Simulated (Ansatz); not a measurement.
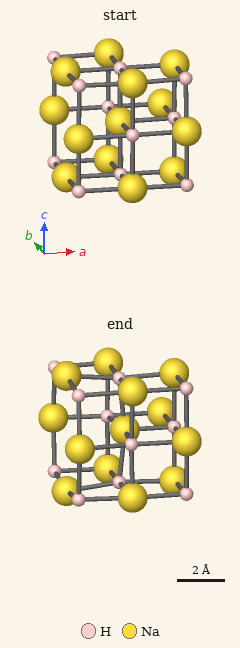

The structure of a defect cell of composition H31Na32 (cell charge +1) before (top) and after (bottom) a relaxation, at one scale.

The picture is a ball-and-stick view of the atoms within 4.2 Å of the atom that moves most (axes of the cell of the calculation (origin shifted)), seen slightly off an axis.

The calculation used DFT, PBEsol, PAW, plane waves in Ansatz 0.2.0. Set-up: plane-wave cutoff 420 eV; k-point mesh 1 × 1 × 1; mesh shifted by (0.25, 0.25, 0.25); no spin polarisation; atoms relaxed in a fixed cell; force threshold 0.03 eV/Å; at most 80 steps.

### Summarise the run.

After 2 geometry steps the energy has fallen by 0.636 eV per cell of the calculation. Largest force component: 0.75 eV/Å at the start, 0.026 eV/Å at the end. The atom that moves furthest is a Na atom (0.23 Å roughly along +a). By element the largest moves are Na 0.23 Å, H 0.09 Å. The lattice vectors keep their values. Among the contacts that change: H–Na 2.426 → 2.196 Å, Na–Na 3.438 → 3.274 Å, Na–Na 3.397 → 3.273 Å, H–Na 2.424 → 2.357 Å. Among the angles between lasting bonds that change: H–Na–H 178.3° → 167.8°, H–Na–H 89.1° → 96.0°, H–Na–H 89.9° → 96.2°. Cost: 2 s on 1 × NVIDIA GB200 with 8 threads of Arm Neoverse-V2, peak memory 1.7 GiB.

Limits of the set-up: the cell is charged, on a uniform background, and energies carry no finite-size correction.
